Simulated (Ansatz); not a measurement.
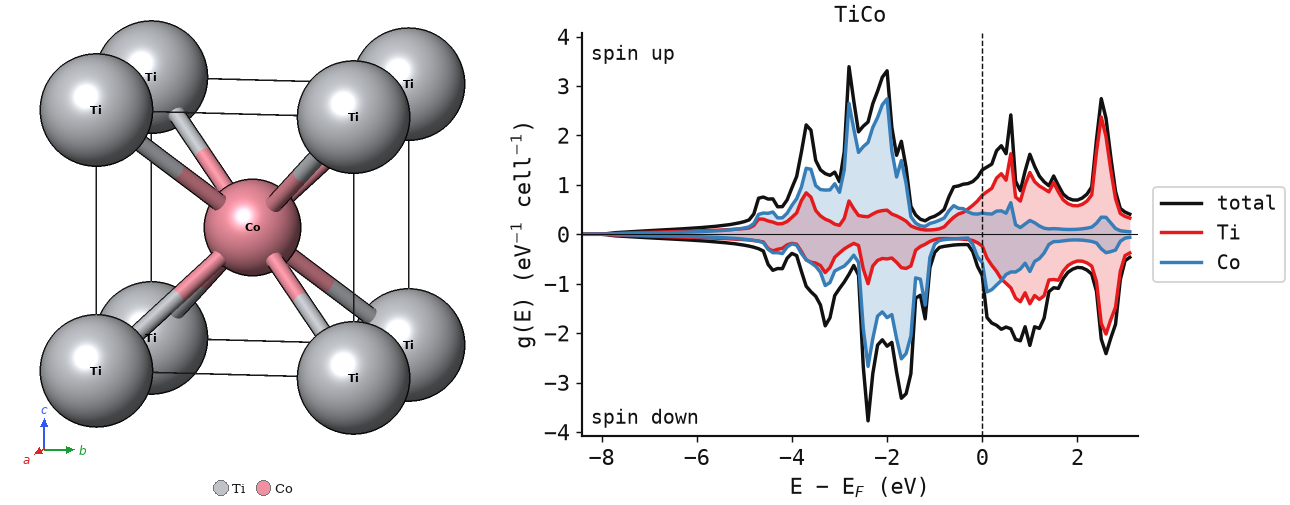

Density of states, beside the structure. Energies are counted from the Fermi level. The partial curves are projected on Löwdin-orthogonalised atomic shells. Spin-down states are drawn negative.

This input was run:

```
crystal:
  lattice:
    - [2.9385053313, 0.0, 0.0]
    - [0.0, 2.9385053313, 0.0]
    - [0.0, 0.0, 2.9385053313]
  atoms:
    - { symbol: Ti, position: [0.0, 0.0, 0.0] }
    - { symbol: Co, position: [0.5, 0.5, 0.5], spin: 0.75 }
basis:
  ecutwfc: 420
kpoints:
  mp_grid: { grid: [14, 14, 14] }
  band_path:
    path:
      - [[0.0, 0.0, 0.0], [0.0, 0.5, 0.0], [0.5, 0.5, 0.0], [0.0, 0.0, 0.0], [0.5, 0.5, 0.5], [0.0, 0.5, 0.0]]
      - [[0.5, 0.5, 0.5], [0.5, 0.5, 0.0]]
    npoints: 14
hamiltonian:
  xc: pbesol
scf:
  occupations: { method: gaussian, width: 0.1 }
  n_extra_bands: 6
output:
  forces: true
  stress: true
  eigenvalues: true
  populations: true
  dos: { projected: true, de: 0.02, nscf_kmesh: { grid: [21, 21, 21] } }
  bader: true
  write_density: true
  write_potential: true
  elf: true
  volumetric_format: npy
magnetization:
  spin_polarized: true
checkpoint:
  read: start.run
  write: ck
  compress: false
  write_wavefunctions: false
  write_every: 100000
```

Launched with:
```bash
ansatz run input.yaml --threads 1 --pin off --max-ram 2560MiB --backend cpu --events-out ev --progress --plain --runs-dir out
```

> What is the density of states at the Fermi level?

It is a metal. The density of states at the Fermi level isn't well fixed here: it changes fast, and within 0.3 eV it runs from 1.2 to 3.5 per eV and cell.

> What do the unequal spin channels mean for the moment?

The two spin channels differ: the cell has a net moment of 0.6 μB, with spin up in the majority.

> What carries the states at the Fermi level?

By projected weight, the states within 0.3 eV of the Fermi level are Co (50 %) and Ti (50 %).
